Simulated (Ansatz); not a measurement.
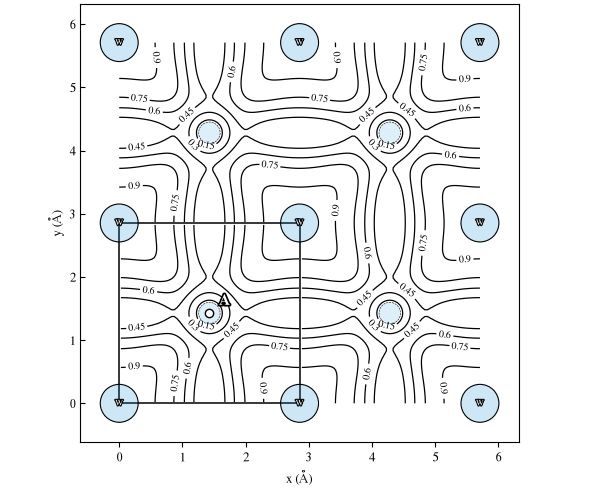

S on a W(100) slab cut from the Fm-3m phase, its upper half relaxed before the scan (3 atoms of substrate and one adsorbate in a 1 × 1 cell). S is moved over the surface cell; relaxed at each place: the height of the adsorbate's atoms; substrate rigid; the origin of the map has the adsorbate above W3. Places are given modulo a cell vector. The map is drawn in real space over the plane of the surface. The grid has 6 × 6 points; 10 points were computed and 26 follow by symmetry. All energies are given in eV relative to the lowest grid point. With one adsorbate in each 1 × 1 cell, its nearest image is 2.9 Å away, so neighbouring adsorbates interact. Level of theory: DFT PBE, scalar-relativistic, plane waves, PAW (Ansatz). Settings: cutoff 420 eV, k-mesh 9×9×1, gaussian smearing 0.1 eV, no spin polarisation.

Drawn: contour lines labelled in eV, labelled circles for the atoms of the top layer and small ones for the second layer, the outline of one cell of the 2 × 2 shown, the point A. Between grid points the surface is interpolated.

> What is the easiest way out of the well at A, and how high is the barrier?

The easiest path leads from the well at a fourfold hollow over a second-layer W atom, (3/6, 3/6) of the cell vectors to the well at a bridge site between two W atoms, (0/6, 3/6) of the cell vectors, about 0.32 eV higher. Its highest point lies about 0.45 eV above the bottom of the first well on the interpolated surface, at about (0.70, 0.50) of the cell vectors. Seen from the upper well the barrier is about 0.12 eV. This is the barrier on the constrained surface; relaxing the other coordinates would change it.

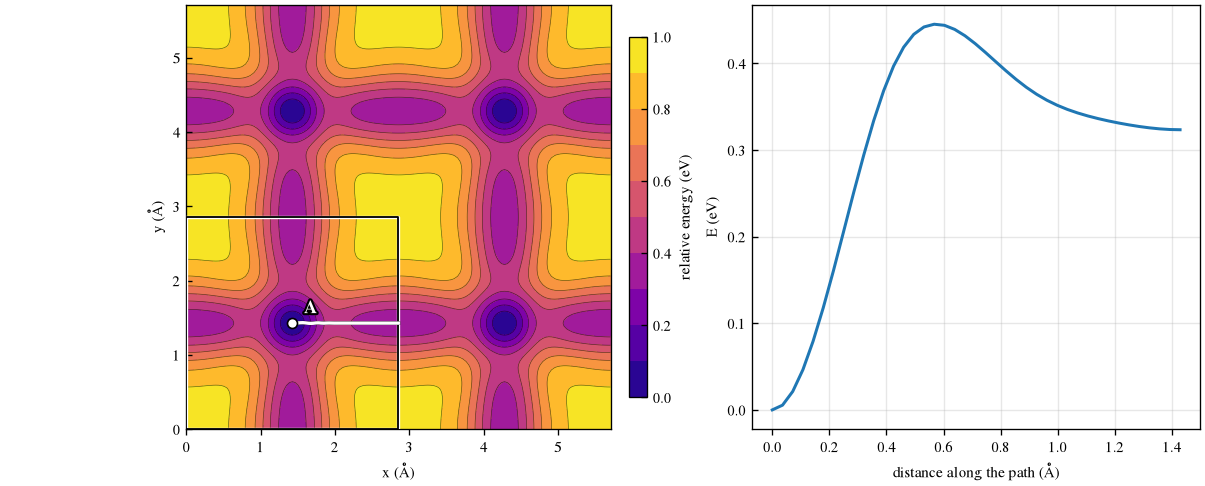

In the figure: filled contours, a line along the lowest path, the outline of one cell of the 2 × 2 shown, the energy along the path at the right. Between grid points the surface is interpolated.

PAW datasets: the set soft_1.
